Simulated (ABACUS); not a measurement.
**PbS: 7 runs along one coordinate**

System: PbS (R3m, 2 atoms in the cell).
Method: Kohn-Sham DFT of a periodic cell, PBE, PseudoDojo NC SR 0.4.1 PBE standard, no spin polarisation (ABACUS 3.10.1).

The 7 runs differ only in the geometry, by an even scaling of the cell at fixed fractional positions. The structure derives from a Materials Project entry.

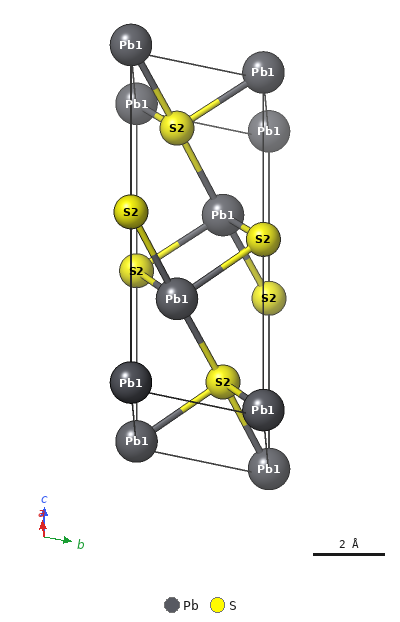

Figure 1. The structure of run 4 (ball-and-stick view of the cell 3 times as large as that of the calculation, set on its symmetry axes, seen at an oblique angle; atoms are numbered from 1 in the order of the input).

**Input of run 4**
```
INPUT_PARAMETERS
suffix              PbS
calculation         scf
basis_type          pw
pseudo_dir          ./
symmetry            1
dft_functional      pbe
ecutwfc             63
pseudo_rcut         10
nspin               1
nbands              14
ks_solver           dav
smearing_method     fd
smearing_sigma      0.00367493
scf_thr             1e-08
scf_nmax            100
mixing_type         broyden
mixing_beta         0.7
cal_force           1
cal_stress          1
kpar                4
```

**File STRU of run 4**
```
ATOMIC_SPECIES
Pb 207.2000 Pb.upf
S 32.0600 S.upf

LATTICE_CONSTANT
1.8897261246

LATTICE_VECTORS
2.1126617058 1.2197458045 3.4519162518
-2.1126617058 1.2197458045 3.4519162518
0.0000000000 -2.4394916091 3.4519162518

ATOMIC_POSITIONS
Direct

Pb
0.0
1
0.9805657800 0.9805657800 0.9805657800 1 1 1

S
0.0
1
0.4750355500 0.4750355500 0.4750355500 1 1 1
```

**File KPT of run 4**
```
K_POINTS
0
Gamma
8 8 8 0 0 0
```

Command:
```bash
OMP_NUM_THREADS=1 mpirun -np 4 abacus > log
```

Lattice vectors (Å) and fractional positions of run 4:
```
   2.112662    1.219746    3.451916
  -2.112662    1.219746    3.451916
   0.000000   -2.439492    3.451916
Pb  0.980566  0.980566  0.980566
S   0.475036  0.475036  0.475036
```

Run 3 differs from it as follows:
```diff
-2.1126617058 1.2197458045 3.4519162518
--2.1126617058 1.2197458045 3.4519162518
-0.0000000000 -2.4394916091 3.4519162518
+2.0984823409 1.2115593444 3.4287483306
+-2.0984823409 1.2115593444 3.4287483306
+0.0000000000 -2.4231186889 3.4287483306
```

**Results, with one run withheld**

| run | volume per atom (Å³) | free energy per atom, from the lowest run given (meV) | pressure (GPa) | gap on the mesh (eV) |
| --- | --- | --- | --- | --- |
| 1 | 25.085 | 29.61 | 4.91 | 0.24 |
| 2 | 25.618 | 15.68 | 3.44 | 0.32 |
| 3 | 26.152 | ? | ? | ? |
| 4 | 26.686 | 1.30 | 0.92 | 0.46 |
| 5 | 27.220 | 0.00 | −0.15 | 0.53 |
| 6 | 27.753 | 2.11 | −1.12 | 0.59 |
| 7 | 28.287 | 7.28 | −2.00 | 0.64 |

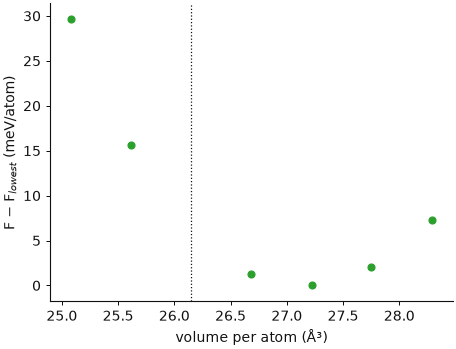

Figure 2. Free energy per atom of the runs given; the dotted line marks run 3.

What should run 3 give?

A cubic polynomial in V^(−2/3) (the Birch–Murnaghan form), fitted to the 6 runs given, misses them by under 0.01 meV per atom. With x = V^(−2/3) − 0.11184 Å⁻², it reads F = 1.0233 + 1860.5 x + 8.2351e+05 x² + 1.1407e+06 x³ (meV per atom). At run 3 it gives 6.39 meV per atom, and the run itself gives 6.39. The slope of the fit gives a pressure −dF/dV of 2.13 GPa there, and the run prints 2.11 GPa. The fit has its minimum at 27.148 Å³ per atom, where V d²F/dV² gives 52.7 GPa. Cell shape and fractional positions are held, so this is the stiffness under even scaling; the relaxed bulk modulus wasn't computed. The gap on the mesh goes, without turning, from 0.24 eV in run 1 to 0.64 eV in run 7; run 3 has 0.40 eV. These are gaps of this functional on this mesh, which can miss the band edges; they aren't the measured gap.

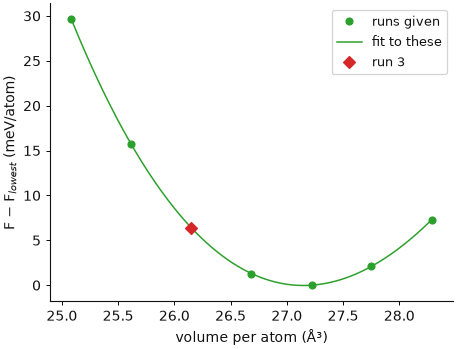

Figure 3. The fit and the withheld run.

**Some lines of the output (run 3)**
```
[...]
                             Volume (A^3) = 52.3042
 E_Fermi        0.6237139203         8.4860632384
 E_Fermi        0.6600125797         8.9799318356
 E_Fermi        0.6484087966         8.8220542671
 E_Fermi        0.6505370960         8.8510112656
 E_Fermi        0.6505495914         8.8511812745
 E_Fermi        0.6506971628         8.8531890870
 E_Fermi        0.6507224867         8.8535336365
 E_KS(sigma->0) -162.9179358573      -2216.6122340572
 E_Fermi        0.6507375931         8.8537391691
 final etot is -2216.6122989 eV
 EFERMI = 8.8537391691 eV
 TOTAL-PRESSURE: 21.134072 KBAR
 !FINAL_ETOT_IS -2216.6122988711304060 eV
```

Notes: Spin–orbit coupling is left out, which matters for Pb.
